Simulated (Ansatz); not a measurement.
Structure data:

```
CELL_PARAMETERS angstrom
3.27090 0.00000 0.00000
-1.63545 2.83268 0.00000
0.00000 0.00000 29.18475
ATOMIC_POSITIONS crystal
W 0.66667 0.33333 0.50000
W 0.36849 0.73698 0.27346
W 0.29817 0.59635 0.72654
Se 0.33301 0.66602 0.55737
Se 0.70165 0.40329 0.33084
Se 0.63136 0.26273 0.78383
Se 0.33366 0.66731 0.44263
Se 0.70197 0.40394 0.21617
Se 0.63169 0.26337 0.66916
```

**Summarise the structure in words.**

The material is WSe2. Counting shared atoms by their share gives 3 W, 6 Se, or 9 atoms. Each W has six Se in a trigonal prismatic arrangement at 2.52 Å. The neighbours of Se are three W in a trigonal pyramidal arrangement at 2.52 Å. Not all metal-metal contacts are counted. The bonds build WSe2 layers parallel to (001).

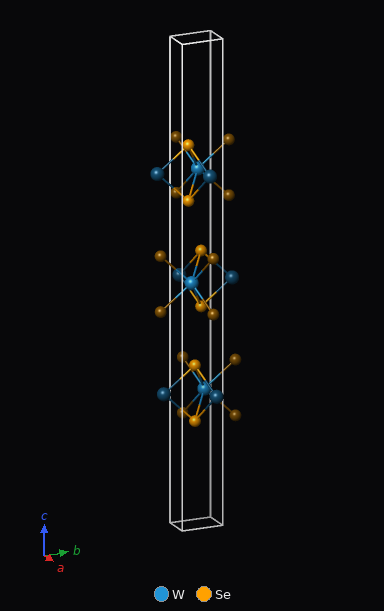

Structure drawing (ball-and-stick), viewed slightly off an axis. One simulation cell is framed, with atoms on its boundary repeated. Periodic images bonded to atoms of the box are shown as well, in fainter colours.

Its origin is a structure listed in the Materials Project. The cell was then strained or its atoms displaced on purpose. It went into a calculation with Ansatz.
